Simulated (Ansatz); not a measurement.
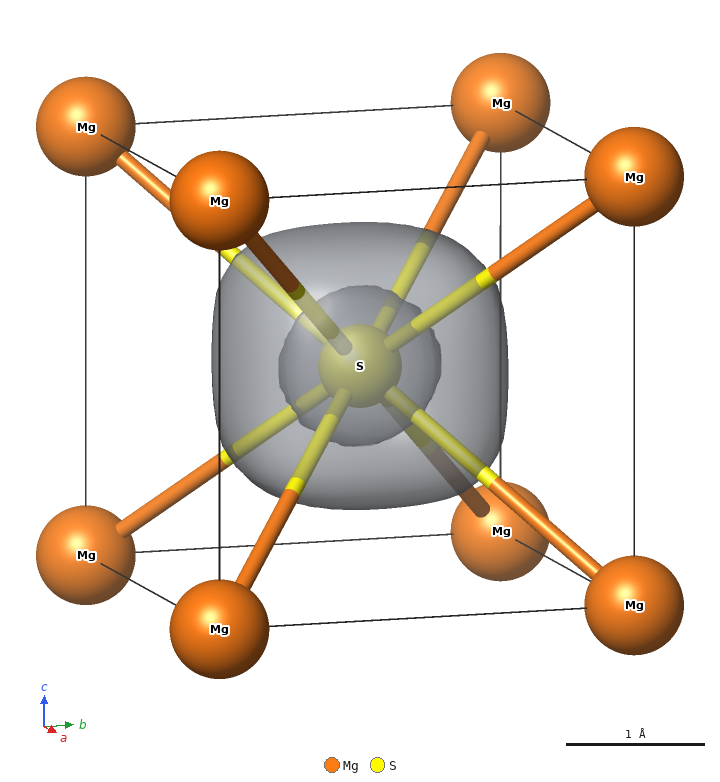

Figure. MgS. Isosurface of the ELF at 0.75 (grey), seen slightly off an axis. Only the valence region is drawn (cores and ρ < 0.01 e/Å³ removed). Sticks mark near contacts.

Space group Pm-3m; a generated structure, not necessarily the stable one; changed on purpose from its base cell (volume × 0.974 of the coarse rest volume); computed pressure about 2 GPa in this cell.

Computed with DFT LDA, scalar-relativistic, plane waves, PAW in Ansatz.

In a PAW calculation such maps are meaningful between the atoms, not at the nuclei.

**Identify the bonds, lone pairs and shells in this picture.**

At this value the surface marks out one region wrapped around S (its valence shell), counted in one cell of 2 atoms. Regions shared between cells count once. Along the contacts the grid gives the following. Mg–S (2.75 Å): the ELF peaks at about 0.85 in the valence shell of S, 0.9 Å from its nucleus, and is about 0.65 at the midpoint.

**Does the calculation make it a metal, or give it a gap?**

It is metallic or semimetallic at this level of theory: no gap opens.
